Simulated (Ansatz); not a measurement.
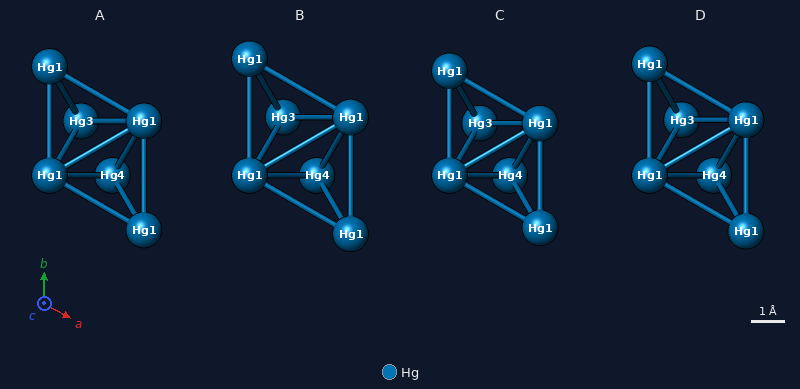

4 geometries from one relaxation of solid Hg (a generated structure, set up in P6_3/mmc), in shuffled order. The picture is a ball-and-stick view of the cell of the calculation, seen along the c axis.

Phase: dhcp.

Theory: DFT, PBE, plane waves (420 eV) with PAW, scalar-relativistic in Ansatz 0.2.0. (plane-wave cutoff 420 eV; k-point mesh 11 × 11 × 3; occupations fermi dirac; smearing width 0.1 eV; no spin polarisation; cell and atoms relaxed; force threshold 0.01 eV/Å; at most 60 steps)

Q: Order the frames from highest to lowest energy.

A: C, A, D, B. They are steps 0, 1, 2, 9, at +88.2 meV per atom, +22.1 meV per atom, +9.1 meV per atom relative to the last. After 7 accepted moves (9 points after the start) the energy has fallen by 88.2 meV per atom. All forces vanish by symmetry, so only the cell relaxes. The pressure goes from 5.87 to 0.00 GPa. The SCF was repeated twice at an unchanged geometry on a basis and grid sized afresh for the cell, which shifted the energy by 3.2 meV per atom at most. The atoms keep their places relative to the cell (all moves are under 0.005 Å). Cell: a = b 3.195 → 3.567 Å (+11.6 %), c 10.436 → 11.301 Å (+8.3 %). Volume +34.9 %. Among the contacts that change: Hg–Hg 3.195 → 3.567 Å, Hg–Hg 3.195 → 3.496 Å. The space group stays P6_3/mmc (No. 194). The run took 80 s on 1 thread of Intel(R) Xeon(R) Platinum 8259CL CPU @ 2.50GHz (Skylake/Cascade Lake), with other jobs on the host, peak memory 0.63 GiB.
